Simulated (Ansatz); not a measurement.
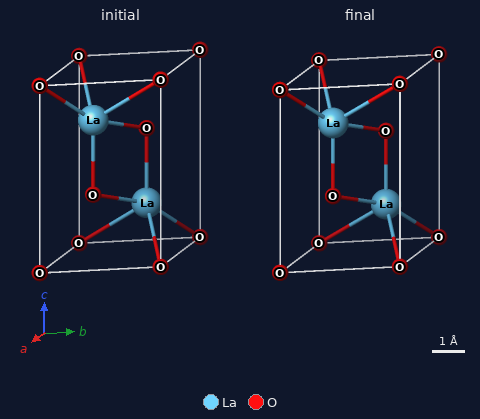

The structure of a crystal of La₂O₃ (built on the database structure type) before (left) and after (right) a relaxation, at one scale.

The picture is a ball-and-stick view of the cell of the calculation, seen slightly off an axis.

Theory: Ansatz 0.2.0, DFT, PBEsol, plane waves, PAW. (plane-wave cutoff 420 eV; k-point mesh 6 × 6 × 4; occupations fermi dirac; smearing width 0.02 eV; no spin polarisation; cell and atoms relaxed; force threshold 0.005 eV/Å)

Describe what moved and what it gained.

Answer. After 5 accepted moves (8 points after the start) the energy has fallen by 50.3 meV per cell of the calculation. Largest force component: 0.11 eV/Å at the start, 0.00052 eV/Å at the end. Pressure: −4.75 GPa at the start and −0.01 GPa at the end. The line search rejected the trial step at point 1 of the run. At 2 points the geometry stayed and the basis and grid were re-selected for the new cell (energy shift of 7.5 meV per cell of the calculation at most each time). The largest moves relative to the cell, 0.012 Å, are those of La atoms. By element the largest moves are La 0.012 Å, O 0.004 Å. The volume changes by −4.1 %, with a = b 3.940 → 3.906 Å (−0.9 %), c 6.187 → 6.041 Å (−2.4 %). Among the contacts that change: La–O 2.742 → 2.699 Å, La–O 2.462 → 2.420 Å, La–O 2.370 → 2.349 Å. The space group stays P-3m1 (No. 164).
